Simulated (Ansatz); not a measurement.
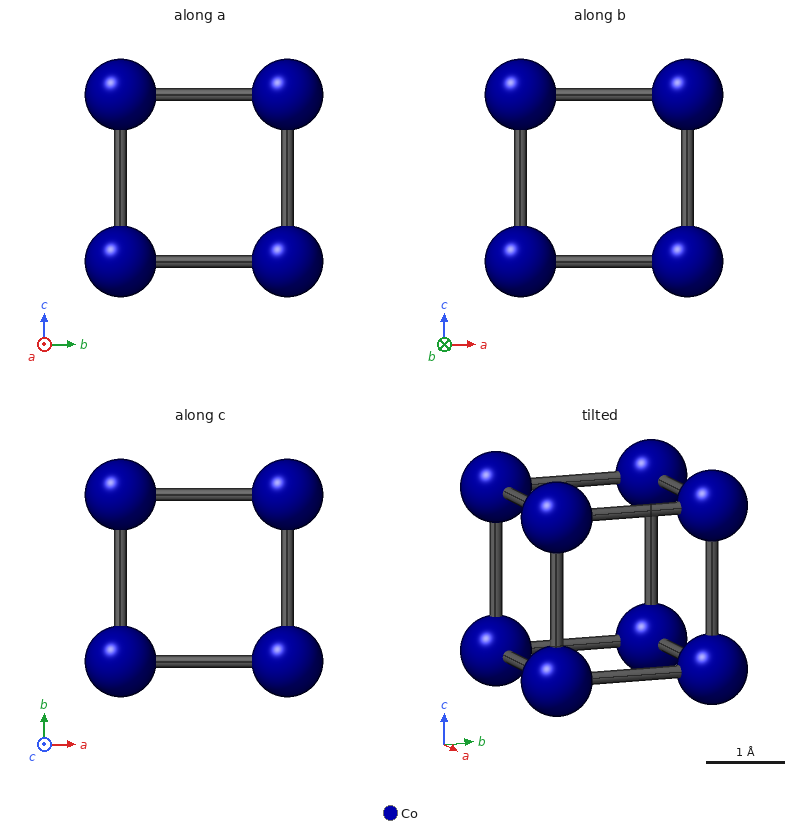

Drawn in the ball-and-stick manner and seen along the a axis, along the b axis, along the c axis and slightly off an axis. The box is the conventional unit cell; atoms on or close to its faces, edges and corners are drawn wherever they repeat.

Lattice parameters: a = 2.156 Å, b = 2.156 Å, c = 2.156 Å, α = 90.00°, β = 90.00°, γ = 90.00°. Put a along x and b in the xy plane.

Question: Turn the picture into a POSCAR file.

Answer:
```
Co
1.0
     2.156    0.000    0.000
     0.000    2.156    0.000
     0.000    0.000    2.156
Co
1
Direct
  0.0000 0.0000 0.0000
```

The initial geometry was a structure type filled with this element by a generator (whether the element takes this form wasn't checked). Earlier steps of the study may have refined or changed the cell and positions. A calculation with Ansatz used it as input.

At this level of theory the cell isn't at rest (compressed, at 60 GPa), so its distances can differ from those at equilibrium, the more so the softer the solid.
